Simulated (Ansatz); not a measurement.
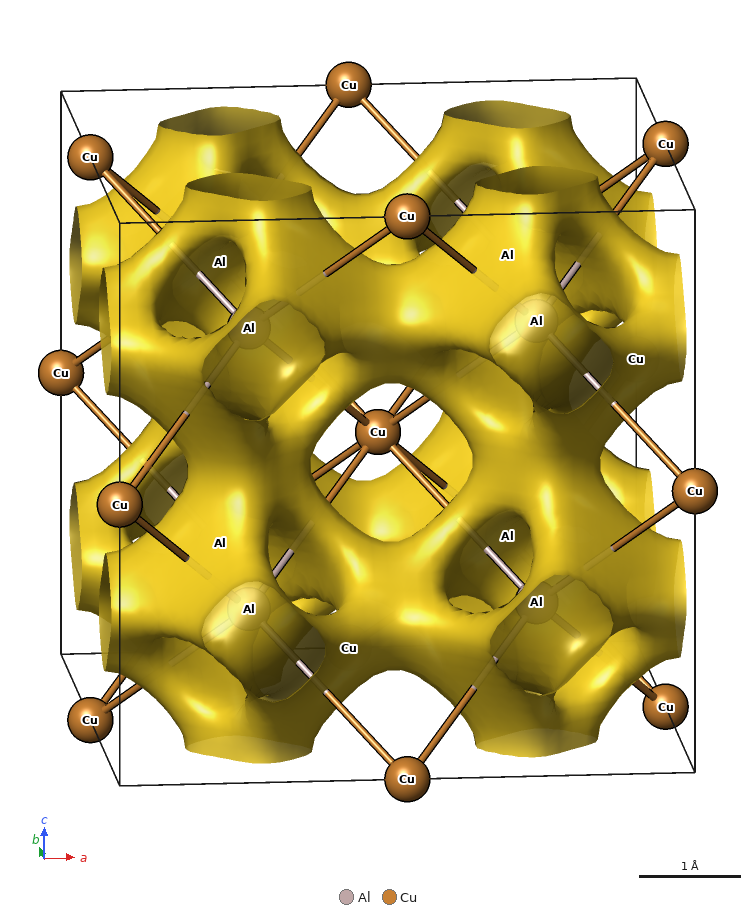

*Al2Cu. Isosurface of the ELF at 0.55 (yellow), seen at an oblique angle. Core shells and regions of very low density are left out. Sticks mark near contacts.*

Space group Fm-3m; a structure from a database of computed crystals, not necessarily the ambient phase; computed without spin polarisation.

The calculation used DFT PBEsol, scalar-relativistic, plane waves, PAW (Ansatz 0.2.0).

Core electrons are frozen (PAW), and the valence fields are smoothed inside the atomic spheres.

### Where are the electrons localised?

The surface consists of one network that runs through the whole crystal, counted in one cell of 12 atoms. Regions shared between cells count once. Along the contacts the grid gives the following. Al–Cu (2.48 Å): the ELF peaks at about 0.70 between the atoms.

### Does the calculation make it a metal, or give it a gap?

It is metallic or semimetallic at this level of theory: no gap opens.
